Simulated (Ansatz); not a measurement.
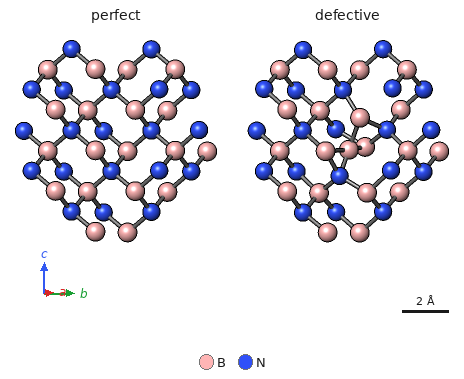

Left: perfect BN. Right: the same region with one point defect, after relaxing the atoms in a supercell of 64 sites. A ball-and-stick model of the atoms within 4.6 Å of one point, in a slice 3.4 Å thick across the line of sight, seen from a free direction.

The calculation used DFT, PBEsol, PAW, plane waves in Ansatz. Set-up: plane-wave cutoff 420 eV; k-point mesh 1 × 1 × 1; mesh shifted by (0.25, 0.25, 0.25); no spin polarisation. Fermi-Dirac smearing of 0.01 eV. A uniform background neutralises the charged cell. The axes drawn are those of the host's conventional cell.

Which defect is it?

An extra boron atom is put between the host's atoms (an interstitial).

The charge state of the cell is −1.

What does the relaxation do around it?

The B atom starts with 4 B at 1.56 Å, 6 N at 1.80 to 1.81 Å around its place and ends with 1 N at 1.36 Å, 1 B at 1.44 Å. Of the host's atoms, a boron atom moves furthest from its site, by 0.54 Å. The B atom itself moves 0.91 Å from where it was put.

Limits of the set-up: the periodic images lie only 7.2 Å apart, so the values are limited by the cell's size; the cell is charged, on a uniform background, and energies carry no finite-size correction.
